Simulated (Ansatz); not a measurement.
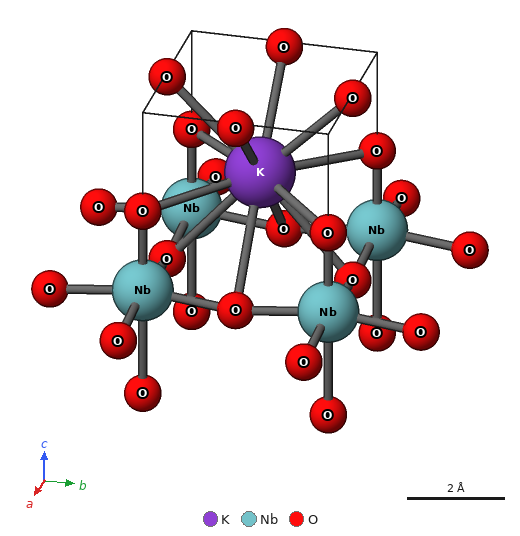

This is solid KNbO3 (set up in P4mm). A ball-and-stick model of the cell of the calculation, seen from a free direction.

Theory: DFT PBE, scalar-relativistic, plane waves, PAW in Ansatz. (plane-wave cutoff 420 eV; k-point mesh 8 × 8 × 6; occupations gaussian; smearing width 0.02 eV; no spin polarisation)

Change: Equal strain along all axes, −2.0 %, is applied. The cell is then held and the atoms relaxed.

Input
```yaml
crystal:
  lattice:
    - [3.9132209934, 0.0, 0.0]
    - [0.0, 3.9132209934, 0.0]
    - [0.0, 0.0, 4.136174563]
  atoms:
    - { symbol: K, position: [0.5, 0.5, 0.5050622363] }
    - { symbol: Nb, position: [0.0, 0.0, 0.0232340171] }
    - { symbol: O, position: [0.5, 0.0, 0.9713699055] }
    - { symbol: O, position: [0.0, 0.5, 0.9713699055] }
    - { symbol: O, position: [0.0, 0.0, 0.4637649355] }
basis:
  ecutwfc: 420
kpoints:
  mp_grid: { grid: [8, 8, 6] }
hamiltonian:
  xc: pbe
scf:
  occupations: { method: gaussian, width: 0.02 }
output:
  forces: true
  stress: true
  eigenvalues: true
relax:
  adjacent_minimum: "off"
  f_tol: 0.008
  max_steps: 40
```

Command:
```bash
ansatz run input.yaml --threads 1 --pin off --max-ram 2560MiB --backend cpu --events-out ev --progress --plain --runs-dir out
```

What is the effect?

The energy rises by 21.0 meV per atom. Pressure: 0.0 GPa before, 9.1 GPa after. The principal stresses (compression positive) are 5.3 GPa along c and 10.9 GPa across it. The gap on the k-mesh: 1.59 eV before, 1.70 eV after. The volume changes by −5.9 %, with a = b 3.993 → 3.913 Å (−2.0 %), c 4.221 → 4.136 Å (−2.0 %). The largest move relative to the cell is that of O5, 0.051 Å along +c. By element the largest moves are O 0.051 Å, K 0.004 Å, Nb 0.002 Å. Some distances before and after: Nb–O 2.387 → 2.290 Å, K–O 3.011 → 2.947 Å, K–O 2.831 → 2.771 Å, K–O 2.803 → 2.750 Å. The space group stays P4mm (No. 99).

Drawn alike, the variant:

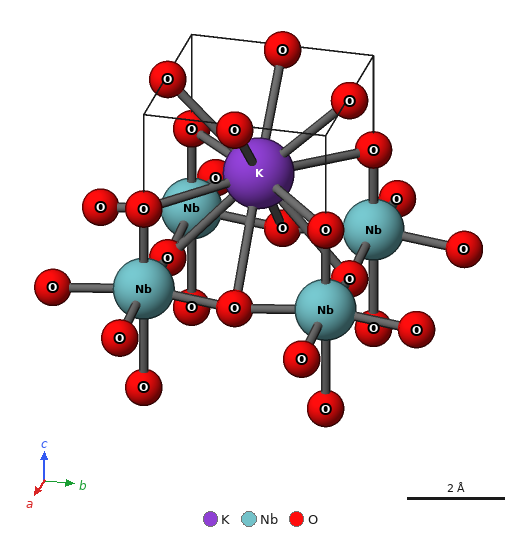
